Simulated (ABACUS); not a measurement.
# Geometry relaxation of ZnSe (part 2 of 2)

Continued. System: ZnSe (F-43m, 2 atoms in the cell). Method: Kohn-Sham DFT of a periodic cell, B86bPBE, PseudoDojo NC SR 0.4.1 PBE standard, no spin polarisation (ABACUS 3.10.1); cutoff 1183.69 eV, 6×6×6 k-mesh, fermi-dirac of 0.05 eV. The structure derives from an entry of the Crystallography Open Database.

Geometry of the input (Å; fractional positions):
```
0.0000  2.8338  2.8338
2.8338  0.0000  2.8338
2.8338  2.8338  0.0000
Se 0.7500  0.7500  0.7500
Zn 0.0000  0.0000  0.0000
```

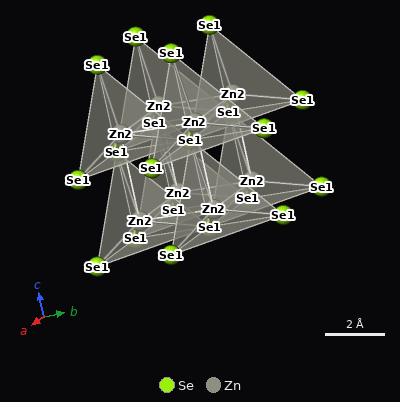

Fig. 1: The geometry at step 1 of the log (polyhedral view of the cell of the calculation, seen slightly off an axis; polyhedra are completed across the faces of the cell; atoms are numbered from 1 in the order of the input).

The program's output, continued
```
----------------------------------------------------------
 E_KohnSham     -660.9415763145      -8992.5714829791
 E_Harris       -660.9288478683      -8992.3983035837
 E_Fermi        0.6645934029         9.0422571326
----------------------------------------------------------

 PW ALGORITHM --------------- ION=   1  ELEC=   6--------------------------------

 Density error is 7.65839627787e-08
                          Error Threshold = 5.31018886781e-09
----------------------------------------------------------
     Energy           Rydberg                 eV
----------------------------------------------------------
 E_KohnSham     -660.9415768325      -8992.5714900266
 E_Harris       -660.9443963092      -8992.6098509755
 E_Fermi        0.6648240912         9.0453958081
----------------------------------------------------------

 PW ALGORITHM --------------- ION=   1  ELEC=   7--------------------------------

 Density error is 9.64475095569e-09
                          Error Threshold = 2.12733229941e-10
----------------------------------------------------------
     Energy           Rydberg                 eV
----------------------------------------------------------
 E_KohnSham     -660.9415768718      -8992.5714905612
 E_KS(sigma->0) -660.9415768697      -8992.5714905322
 E_Harris       -660.9410143217      -8992.5638366747
 E_band         -73.3346773857       -997.7694734374
 E_one_elec     -488.5554705568      -6647.1381886431
 E_Hartree      250.0497349402       3402.1011785763
 E_xc           -93.6927115616       -1274.7547383082
 E_Ewald        -328.7431296894      -4472.7797421283
 E_entropy(-TS) -0.0000000043        -0.0000000579
 E_descf        0.0000000000         0.0000000000
 E_exx          0.0000000000         0.0000000000
 E_Fermi        0.6648399121         9.0456110623
----------------------------------------------------------

 charge density convergence is achieved
 final etot is -8992.5714906 eV
 EFERMI = 9.0456110623 eV

 STATE ENERGY(eV) AND OCCUPATIONS    NSPIN == 1
[... levels at 4 further k points ...]

------------------------------------------------------------------------------------------
 TOTAL-FORCE (eV/Angstrom)
------------------------------------------------------------------------------------------
                       Se1         0.0000000000         0.0000000000         0.0000000000
                       Zn1         0.0000000000         0.0000000000         0.0000000000
------------------------------------------------------------------------------------------

----------------------------------------------------------------
 TOTAL-STRESS (KBAR)
----------------------------------------------------------------
        25.6735488759         0.0000000000        -0.0000000000
        -0.0000000000        25.6735488759         0.0000000000
        -0.0000000000         0.0000000000        25.6735488759
----------------------------------------------------------------
 TOTAL-PRESSURE: 25.673549 KBAR

 Largest gradient in force is 0.000000 eV/A.
 Threshold is 0.020000 eV/A.

 Largest gradient in stress is 25.673549 kbar.
 Threshold is 1.000000 kbar.

 Relaxation is not converged yet!
DIRECT COORDINATES
    atom                   x                   y                   z     mag                  vx                  vy                  vz
taud_Se1            0.7500000000        0.7500000000        0.7500000000  0.0000        0.0000000000        0.0000000000        0.0000000000
taud_Zn1            0.0000000000        0.0000000000        0.0000000000  0.0000        0.0000000000        0.0000000000        0.0000000000

                          Volume (Bohr^3) = 324.246579
                             Volume (A^3) = 48.048328

 Lattice vectors: (Cartesian coordinate: in unit of a_0)
            +0.000000           +2.885468           +2.885468
            +2.885468           +0.000000           +2.885468
            +2.885468           +2.885468           +0.000000
 Reciprocal vectors: (Cartesian coordinate: in unit of 2 pi/a_0)
            -0.173282           +0.173282           +0.173282
            +0.173282           -0.173282           +0.173282
            +0.173282           +0.173282           -0.173282

 -------------------------------------------
 STEP OF RELAXATION : 2
 -------------------------------------------

[... set-up of the moved cell ...]

 PW ALGORITHM --------------- ION=   2  ELEC=   1--------------------------------
 Notice: Threshold on eigenvalues was too large.
 hsover_error=0.360000 > DRHO=0.002596
 Origin diag ethr = 0.010000
 New diag ethr = 0.000007

 Density error is 0.000056047653
                          Error Threshold = 0.000007211997
----------------------------------------------------------
     Energy           Rydberg                 eV
----------------------------------------------------------
 E_KohnSham     -660.8890108748      -8991.8562934809
 E_Harris       -660.9426059629      -8992.5854920647
 E_Fermi        0.5985484575         8.1436695509
----------------------------------------------------------

[... 3 further cycles ...]
 PW ALGORITHM --------------- ION=   2  ELEC=   5--------------------------------

 Density error is 0.000000003183
                          Error Threshold = 0.000000000321
----------------------------------------------------------
     Energy           Rydberg                 eV
----------------------------------------------------------
 E_KohnSham     -660.9425885446      -8992.5852550764
 E_KS(sigma->0) -660.9425885290      -8992.5852548642
 E_Harris       -660.9425760733      -8992.5850853955
 E_band         -75.1029262456       -1021.8277334137
 E_one_elec     -498.5886892934      -6783.6471327419
 E_Hartree      254.1521473870       3457.9173633984
 E_xc           -93.6494885202       -1274.1666586604
 E_Ewald        -322.8565580868      -4392.6888266481
 E_entropy(-TS) -0.0000000312        -0.0000004244
 E_descf        0.0000000000         0.0000000000
 E_exx          0.0000000000         0.0000000000
 E_Fermi        0.5977744790         8.1331390332
----------------------------------------------------------

 charge density convergence is achieved
 final etot is -8992.58525507637 eV
 EFERMI = 8.13313903324 eV

 STATE ENERGY(eV) AND OCCUPATIONS    NSPIN == 1
[... levels at 4 further k points ...]

------------------------------------------------------------------------------------------
 TOTAL-FORCE (eV/Angstrom)
------------------------------------------------------------------------------------------
                       Se1         0.0000000000         0.0000000000         0.0000000000
                       Zn1         0.0000000000         0.0000000000         0.0000000000
------------------------------------------------------------------------------------------

----------------------------------------------------------------
 TOTAL-STRESS (KBAR)
----------------------------------------------------------------
        -6.7661509109         0.0000000000         0.0000000000
         0.0000000000        -6.7661509109        -0.0000000000
         0.0000000000        -0.0000000000        -6.7661509109
----------------------------------------------------------------
 TOTAL-PRESSURE: -6.766151 KBAR

 Largest gradient in force is 0.000000 eV/A.
 Threshold is 0.020000 eV/A.

 Largest gradient in stress is 6.766151 kbar.
 Threshold is 1.000000 kbar.

 Relaxation is not converged yet!
DIRECT COORDINATES
    atom                   x                   y                   z     mag                  vx                  vy                  vz
taud_Se1            0.7500000000        0.7500000000        0.7500000000  0.0000        0.0000000000        0.0000000000        0.0000000000
taud_Zn1            0.0000000000        0.0000000000        0.0000000000  0.0000        0.0000000000        0.0000000000        0.0000000000

                          Volume (Bohr^3) = 320.241827
                             Volume (A^3) = 47.454886

 Lattice vectors: (Cartesian coordinate: in unit of a_0)
            +0.000000           +2.873539           +2.873539
            +2.873539           +0.000000           +2.873539
            +2.873539           +2.873539           +0.000000
 Reciprocal vectors: (Cartesian coordinate: in unit of 2 pi/a_0)
            -0.174001           +0.174001           +0.174001
            +0.174001           -0.174001           +0.174001
            +0.174001           +0.174001           -0.174001

 -------------------------------------------
 STEP OF RELAXATION : 3
 -------------------------------------------

[... set-up of the moved cell ...]

 PW ALGORITHM --------------- ION=   3  ELEC=   1--------------------------------
 Notice: Threshold on eigenvalues was too large.
 hsover_error=0.360000 > DRHO=0.000176
 Origin diag ethr = 0.010000
 New diag ethr = 0.000000

 Density error is 0.000085662251
                          Error Threshold = 0.000000488350
----------------------------------------------------------
     Energy           Rydberg                 eV
----------------------------------------------------------
 E_KohnSham     -660.9426682990      -8992.5863401899
 E_Harris       -660.8740168724      -8991.6522896133
 E_Fermi        0.6118533150         8.3246914238
----------------------------------------------------------

[... 3 further cycles ...]
 PW ALGORITHM --------------- ION=   3  ELEC=   5--------------------------------

 Density error is 0.000000007031
                          Error Threshold = 0.000000000445
----------------------------------------------------------
     Energy           Rydberg                 eV
----------------------------------------------------------
 E_KohnSham     -660.9426814380      -8992.5865189552
 E_KS(sigma->0) -660.9426814280      -8992.5865188193
 E_Harris       -660.9421591651      -8992.5794130685
 E_band         -74.7046241775       -1016.4085557626
 E_one_elec     -496.3012220112      -6752.5245437159
 E_Hartree      253.2145198065       3445.1602857022
 E_xc           -93.6591754551       -1274.2984561707
 E_Ewald        -324.1968037582      -4410.9238044989
 E_entropy(-TS) -0.0000000200        -0.0000002719
 E_descf        0.0000000000         0.0000000000
 E_exx          0.0000000000         0.0000000000
 E_Fermi        0.6127804876         8.3373062542
----------------------------------------------------------

 charge density convergence is achieved
 final etot is -8992.58651895523 eV
 EFERMI = 8.33730625421 eV

 STATE ENERGY(eV) AND OCCUPATIONS    NSPIN == 1
 1/4 kpoint (Cartesian) = 0.00000 0.00000 0.00000 (4279 pws)
       1    -117.446351       0.009259
       2     -71.592657       0.009259
       3     -71.592657       0.009259
       4     -71.592657       0.009259
       5     -39.081253       0.009259
       6     -39.081253       0.009259
       7     -39.081253       0.009259
       8     -39.077361       0.009259
       9     -39.077361       0.009259
      10      -5.252577       0.009259
      11       1.328380       0.009259
      12       1.328380       0.009259
      13       1.328380       0.009259
      14       1.656921       0.009259
      15       1.656921       0.009259
      16       7.747403       0.009259
      17       7.747403       0.009259
      18       7.747403       0.009259
      19       8.869625       0.000000
      20      13.583790       0.000000
      21      13.583790       0.000000
      22      13.583790       0.000000

 2/4 kpoint (Cartesian) = 0.02900 0.02900 0.02900 (4228 pws)
       1    -117.446350       0.074074
       2     -71.592670       0.074074
       3     -71.592659       0.074074
       4     -71.592659       0.074074
       5     -39.081245       0.074074
       6     -39.081216       0.074074
       7     -39.081216       0.074074
       8     -39.077349       0.074074
       9     -39.077349       0.074074
      10      -5.092764       0.074074
      11       1.349236       0.074074
      12       1.352319       0.074074
      13       1.352319       0.074074
      14       1.655573       0.074074
      15       1.655573       0.074074
      16       5.894890       0.074074
      17       7.514917       0.074074
      18       7.514917       0.074074
      19      10.153831       0.000000
      20      13.592592       0.000000
      21      13.964258       0.000000
      22      13.964258       0.000000

 3/4 kpoint (Cartesian) = 0.05800 0.05800 0.05800 (4206 pws)
       1    -117.446350       0.074074
       2     -71.592696       0.074074
       3     -71.592664       0.074074
       4     -71.592664       0.074074
       5     -39.081231       0.074074
       6     -39.081149       0.074074
       7     -39.081149       0.074074
       8     -39.077331       0.074074
       9     -39.077331       0.074074
      10      -4.737121       0.074074
      11       1.392589       0.074074
      12       1.392589       0.074074
      13       1.503130       0.074074
      14       1.663045       0.074074
      15       1.663045       0.074074
      16       3.855858       0.074074
      17       7.117955       0.074074
      18       7.117955       0.074074
      19      10.346639       0.000000
      20      14.238985       0.000000
      21      14.238985       0.000000
      22      15.163980       0.000000

 4/4 kpoint (Cartesian) = 0.08700 0.08700 0.08700 (4236 pws)
       1    -117.446350       0.037037
       2     -71.592709       0.037037
       3     -71.592666       0.037037
       4     -71.592666       0.037037
       5     -39.081225       0.037037
       6     -39.081116       0.037037
       7     -39.081116       0.037037
       8     -39.077321       0.037037
       9     -39.077321       0.037037
      10      -4.536359       0.037037
      11       1.407342       0.037037
      12       1.407342       0.037037
      13       1.673567       0.037037
      14       1.673567       0.037037
      15       1.802406       0.037037
      16       2.796433       0.037037
      17       6.942960       0.037037
      18       6.942960       0.037037
      19      10.223417       0.000000
      20      14.159083       0.000000
      21      14.159083       0.000000
      22      16.215150       0.000000

------------------------------------------------------------------------------------------
 TOTAL-FORCE (eV/Angstrom)
------------------------------------------------------------------------------------------
                       Se1         0.0000000000         0.0000000000         0.0000000000
                       Zn1         0.0000000000         0.0000000000         0.0000000000
------------------------------------------------------------------------------------------

----------------------------------------------------------------
 TOTAL-STRESS (KBAR)
----------------------------------------------------------------
         0.0544736090        -0.0000000000        -0.0000000000
        -0.0000000000         0.0544736090         0.0000000000
        -0.0000000000         0.0000000000         0.0544736090
----------------------------------------------------------------
 TOTAL-PRESSURE: 0.054474 KBAR

 Largest gradient in force is 0.000000 eV/A.
 Threshold is 0.020000 eV/A.

 Largest gradient in stress is 0.054474 kbar.
 Threshold is 1.000000 kbar.

 Relaxation is converged!

 --------------------------------------------
 !FINAL_ETOT_IS -8992.5865189552332595 eV
 --------------------------------------------
```

Trajectory as extended XYZ (Å, eV, eV/Å), 3 frames, from step=0 to step=2
```
2
Lattice="0.0000 2.8338 2.8338 2.8338 0.0000 2.8338 2.8338 2.8338 0.0000" Properties=species:S:1:pos:R:3:forces:R:3 step=0 energy=-8992.57149 pressure_GPa=2.57
Se    4.2507    4.2507    4.2507    0.0000   0.0000   0.0000
Zn    0.0000    0.0000    0.0000    0.0000   0.0000   0.0000
2
Lattice="0.0000 2.8855 2.8855 2.8855 0.0000 2.8855 2.8855 2.8855 0.0000" Properties=species:S:1:pos:R:3:forces:R:3 step=1 energy=-8992.58526 pressure_GPa=-0.68
Se    4.3282    4.3282    4.3282    0.0000   0.0000   0.0000
Zn    0.0000    0.0000    0.0000    0.0000   0.0000   0.0000
2
Lattice="0.0000 2.8735 2.8735 2.8735 0.0000 2.8735 2.8735 2.8735 0.0000" Properties=species:S:1:pos:R:3:forces:R:3 step=2 energy=-8992.58652 pressure_GPa=0.01
Se    4.3103    4.3103    4.3103    0.0000   0.0000   0.0000
Zn    0.0000    0.0000    0.0000    0.0000   0.0000   0.0000
```

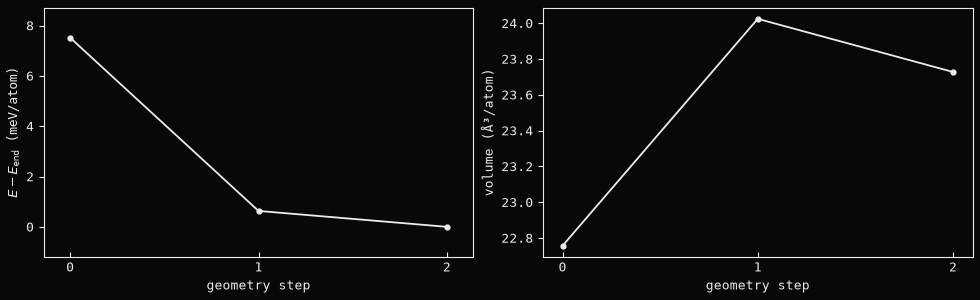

Fig. 2: Progress of the relaxation, step by step (steps are counted from 0).

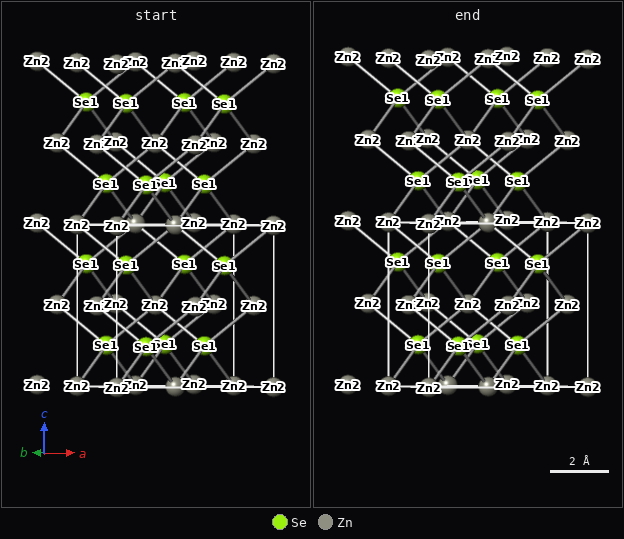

Fig. 3: Before (left) and after (right) the relaxation, at one scale (ball-and-stick view of the cell 4 times as large as that of the calculation, set on its symmetry axes, repeated 1 × 2 × 2, seen at an oblique angle). The energy falls by 7.5 meV per atom in 2 geometry steps. All forces vanish by symmetry, so only the cell relaxes. Pressure: 2.57 GPa at the start and 0.01 GPa at the end. The atoms keep their places relative to the cell (all moves are under 0.005 Å). The volume changes by +4.3 %, with a = b = c 5.668 → 5.747 Å (+1.4 %). Among the contacts that change: Se1–Zn2 2.454 → 2.489 Å. The space group stays F-43m (No. 216). (Atoms are counted from 1 in the order of the input.)

Results in brief

```tsv
quantity	value
outcome	converged
space group (tolerance 0.01 Å)	F-43m (216)
electrons treated	36
free energy	−8992.5865 eV
Fermi energy	8.337 eV
gap on the k-point mesh	1.12 eV
pressure	0.01 GPa
final volume	47.45 Å³
largest force (length of the vector) at the end	under 0.001 eV/Å
final cell	a = 4.064 Å, b = 4.064 Å, c = 4.064 Å, α = 60.00°, β = 60.00°, γ = 60.00°
wall time	21 s (CPU time 84 s)
peak memory	0.44 GiB
```
